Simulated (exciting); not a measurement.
# H$_{2}$Pb: what the fields show

Input file:

```
<input>
  <title>H2Pb</title>
  <structure speciespath="./" tshift="false">
    <crystal scale="1">
      <basevect>6.475953686955 0.000000000000 0.000000000000</basevect>
      <basevect>-3.237976852926 5.608340417638 0.000000000000</basevect>
      <basevect>0.000000000000 0.000000000000 10.501349350470</basevect>
    </crystal>
    <species speciesfile="H.xml" rmt="1.1">
      <atom coord="0.333333330000 0.666666670000 0.000000000000"/>
      <atom coord="0.666666670000 0.333333330000 0.500000000000"/>
    </species>
    <species speciesfile="Pb.xml" rmt="2.3">
      <atom coord="0.666666670000 0.333333330000 0.000000000000"/>
    </species>
  </structure>
  <groundstate do="fromscratch" ngridk="9 9 5" rgkmax="5" gmaxvr="14" lmaxapw="10" lmaxmat="10" lmaxvr="8" xctype="GGA_PBE" stype="Fermi Dirac" swidth="0.00183747" nempty="12" ValenceRelativity="zora" epsengy="1e-05" epspot="1e-05" maxscl="60" tforce="true" outputlevel="normal"/>
  <properties>
    <chargedensityplot>
      <plot3d>
        <box grid="18 18 28">
          <origin coord="0 0 0"/>
          <point coord="1 0 0"/>
          <point coord="0 1 0"/>
          <point coord="0 0 1"/>
        </box>
      </plot3d>
    </chargedensityplot>
    <elfplot>
      <plot3d>
        <box grid="18 18 28">
          <origin coord="0 0 0"/>
          <point coord="1 0 0"/>
          <point coord="0 1 0"/>
          <point coord="0 0 1"/>
        </box>
      </plot3d>
    </elfplot>
    <exccplot>
      <plot3d>
        <box grid="18 18 28">
          <origin coord="0 0 0"/>
          <point coord="1 0 0"/>
          <point coord="0 1 0"/>
          <point coord="0 0 1"/>
        </box>
      </plot3d>
    </exccplot>
  </properties>
</input>
```

Launched as:

```sh
OMP_NUM_THREADS=1 exciting_smp
```

Below, planes, directions and counts refer to the conventional cell (a = 3.43 Å, b = 3.43 Å, c = 5.56 Å, α = 90.00°, β = 90.00°, γ = 120.00°).

Space group P-6m2; a generated structure, not necessarily the stable one.

Level of theory: Kohn-Sham DFT of a periodic cell, PBE, all-electron LAPW+lo, shipped species files in exciting.

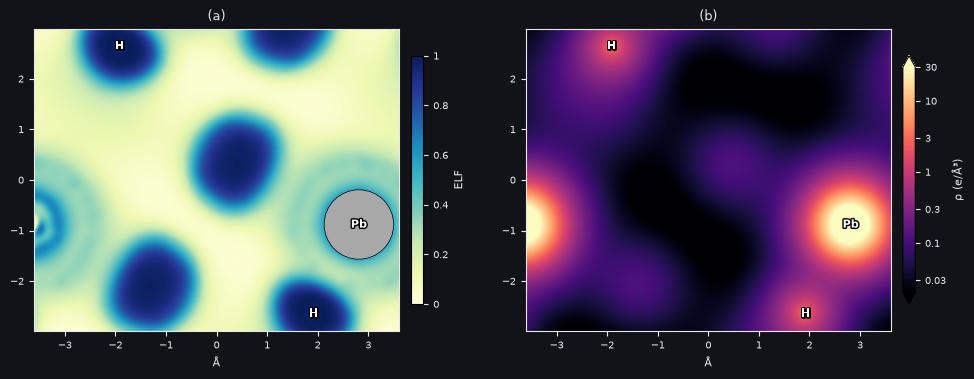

Figure 1. (a) ELF; (b) total electron density on the (111) plane of the conventional cell. Grey discs cover the atomic cores in the ELF map.

### Describe what can be read from this map.

The section cuts through H and Pb sites. Pb–H (1.98 Å): ρ at the midpoint is about 0.84 e/Å³; the ELF climbs to about 1 towards the hydrogen. Between the atoms the lowest density in this plane is 0.01 e/Å³.

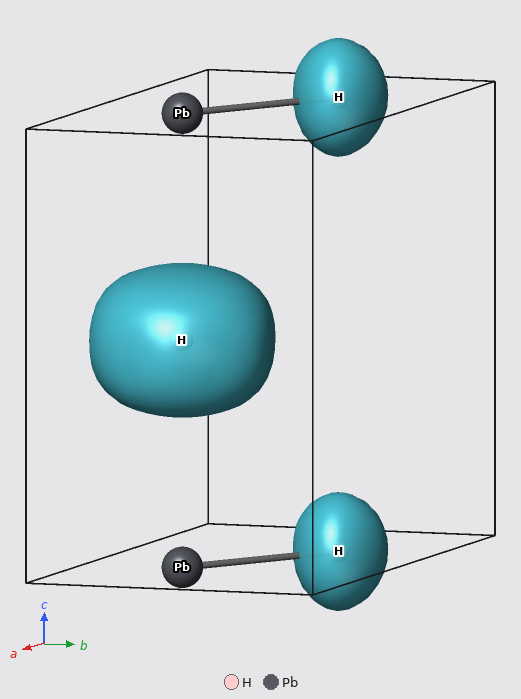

Figure 2. Isosurface of the electron localisation function at 0.75 (cyan), seen at an oblique angle. Only the valence region is drawn (cores and ρ < 0.01 e/Å³ removed). Sticks mark near contacts.

### Identify the bonds, lone pairs and shells in this picture.

At this value the surface marks out two regions around hydrogen nuclei, counted in one cell of 3 atoms. Any copies at cell faces, edges or corners count once.
